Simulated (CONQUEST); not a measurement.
**A series of single points on Cs**

System: Cs (Im-3m, 2 atoms in the cell).
Method: Kohn-Sham DFT of a periodic cell, PBE, PseudoDojo NC PBE, no spin polarisation (CONQUEST 1.3).

The 7 runs differ only in the geometry, by an even scaling of the cell at fixed fractional positions. The structure derives from a Materials Project entry.

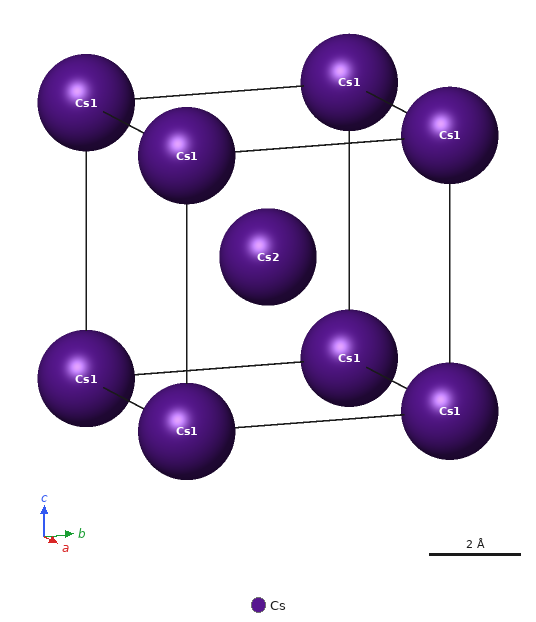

Figure 1. The structure of run 4 (spheres-only view of the cell of the calculation, seen slightly off an axis; atoms are numbered from 1 in the order of the input).

## Input of run 4
```
IO.Title Cs
IO.Coordinates coords.dat
IO.FractionalAtomicCoords T
IO.Iprint 2
IO.Iprint_init 1
General.NumberOfSpecies 1
General.PseudopotentialType hamann
AtomMove.TypeOfRun static
AtomMove.FullStress T
Grid.PointsAlongX 60
Grid.PointsAlongY 60
Grid.PointsAlongZ 60
DM.SolutionMethod diagon
Diag.MPMesh T
Diag.GammaCentred T
Diag.MPMeshX 5
Diag.MPMeshY 5
Diag.MPMeshZ 5
Diag.kT 0.00183747
minE.SCTolerance 1e-6
SC.MaxIters 100
IO.AtomChargeOutput T
%block ChemicalSpeciesLabel
1 132.910 Cs
%endblock
```

Command:
```bash
Conquest
```

Lattice vectors (Å) and fractional positions of run 4:
```
   6.256930    0.000000    0.000000
   0.000000    6.256930    0.000000
   0.000000    0.000000    6.256930
Cs  0.000000  0.000000  0.000000
Cs  0.500000  0.500000  0.500000
```

Run 6 has the same physical settings and fractional positions; its lattice vectors (Å) are:
```
   6.339268    0.000000    0.000000
   0.000000    6.339268    0.000000
   0.000000    0.000000    6.339268
```

## Results, with one run withheld

| run | volume per atom (Å³) | free energy per atom, from the lowest run given (meV) | pressure (GPa) |
| --- | --- | --- | --- |
| 1 | 115.128 | 0.00 | 0.01 |
| 2 | 117.578 | 0.07 | −0.01 |
| 3 | 120.027 | 0.51 | −0.07 |
| 4 | 122.477 | 1.80 | −0.09 |
| 5 | 124.926 | 3.22 | −0.10 |
| 6 | 127.376 | ? | ? |
| 7 | 129.825 | 7.85 | −0.15 |

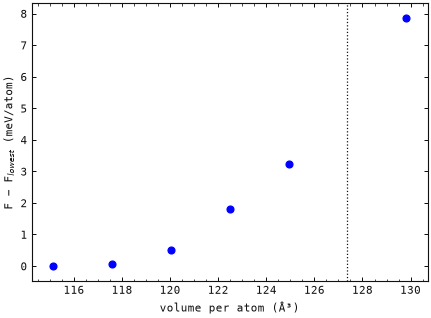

Figure 2. Free energy per atom of the runs given; the dotted line marks run 6.

Fit the runs given and predict run 6.

A cubic polynomial in V^(−2/3) (the Birch–Murnaghan form), fitted to the 6 runs given, misses them by at most 0.11 meV per atom. With x = V^(−2/3) − 0.04076 Å⁻², it reads F = 1.2051 − 2085.7 x + 9.0629e+05 x² − 3.2362e+07 x³ (meV per atom). At run 6 it gives 5.33 meV per atom, and the run itself gives 5.41. The slope of the fit gives a pressure −dF/dV of −0.15 GPa there, and the run prints −0.17 GPa. The fit has its minimum at 116.212 Å³ per atom, where V d²F/dV² gives 1.7 GPa: the bulk modulus at this level, since symmetry fixes the shape and the positions.

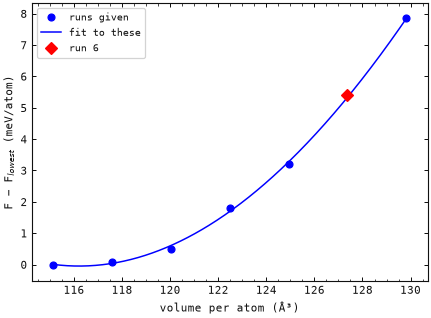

Figure 3. The fit and the withheld run.

## Some lines of the output (run 6)
```
[...]
          DFT Total Energy                 :       -46.738296016120444 Ha
          Free Energy (E-TS)               :       -46.740240314364023 Ha
          DFT Total Energy                 :       -46.738962943253341 Ha
          Free Energy (E-TS)               :       -46.739972395239363 Ha
          DFT Total Energy                 :       -46.739051793494859 Ha
          Free Energy (E-TS)               :       -46.739974560157791 Ha
          DFT Total Energy                 :       -46.739051779378116 Ha
          Free Energy (E-TS)               :       -46.739974593302726 Ha
          DFT Total Energy                 :       -46.739051818478401 Ha
          Free Energy (E-TS)               :       -46.739974410272453 Ha
          DFT Total Energy                 :       -46.739051646951530 Ha
      | Free Energy as E-TS      =       -46.739974410272453 Ha
      |* DFT total energy        =       -46.739051646951530 Ha
    force: Average pressure:     -0.16854290 GPa
```

Notes: With a small basis of atomic orbitals these values can differ much from converged plane-wave results.
